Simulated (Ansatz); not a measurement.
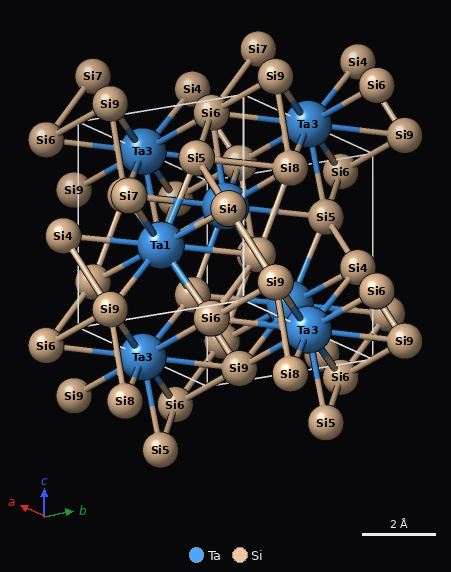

Starting structure of crystalline TaSi2 (set up in P6_422). A ball-and-stick model of the cell of the calculation, seen from a free direction.

The run lets cell and atoms move.

These are results of Ansatz 0.2.0, Kohn-Sham DFT of a periodic cell, PBE, Ansatz PAW, not measurements.

Input
```yaml
crystal:
  lattice:
    - [4.7839, 0.0, 0.0]
    - [-2.39195, 4.1429789292, 0.0]
    - [0.0, 0.0, 6.57]
  atoms:
    - { symbol: Ta, position: [0.0, 0.5, 0.3333333333] }
    - { symbol: Ta, position: [0.5, 0.5, 0.6666666667] }
    - { symbol: Ta, position: [0.5, 0.0, 0.0] }
    - { symbol: Si, position: [0.31794, 0.15897, 0.3333333333] }
    - { symbol: Si, position: [0.15897, 0.84103, 0.6666666667] }
    - { symbol: Si, position: [0.84103, 0.68206, 0.0] }
    - { symbol: Si, position: [0.68206, 0.84103, 0.3333333333] }
    - { symbol: Si, position: [0.84103, 0.15897, 0.6666666667] }
    - { symbol: Si, position: [0.15897, 0.31794, 0.0] }
hamiltonian:
  xc: pbe
  pseudopotentials: { kind: paw }
kpoints:
  mp_grid: { grid: [7, 7, 4] }
scf:
  occupations: { method: fermi_dirac, width: 0.05 }
output:
  forces: true
  stress: true
  eigenvalues: true
  write_density: true
  write_potential: true
  elf: true
  volumetric_format: npy
relax:
  f_tol: 0.01
  max_steps: 40
  cell: { stress_tol: 0.05 }
```

Run as
```bash
ansatz run input.yaml --threads 4 --pin off --max-ram 11264MiB --backend cpu --events-out ev --progress --plain --runs-dir out
```

Question: What does the optimiser find from here?

Answer: Over 3 accepted moves (4 points after the start) the energy falls by 13.7 meV per cell of the calculation. The largest force component goes from 0.03 to 0.00055 eV/Å. The pressure goes from 2.49 to 0.01 GPa. At 1 point the geometry stayed and the basis and grid were re-selected for the new cell (energy shift of 0.5 meV per cell of the calculation at most each time). The atoms keep their places relative to the cell (all moves are under 0.005 Å). The volume changes by +1.3 %, with a = b 4.784 → 4.801 Å (+0.3 %), c 6.570 → 6.608 Å (+0.6 %). Near-neighbour distances that change, for instance: Ta1–Ta2 3.243 → 3.258 Å, Si4–Si5 2.556 → 2.570 Å, Si4–Si7 2.634 → 2.649 Å, Ta1–Si5 2.607 → 2.619 Å. The space group stays P6_422 (No. 181). The run took 15 s on 4 threads of Arm Neoverse V2, with other jobs on the host, peak memory 0.48 GiB.
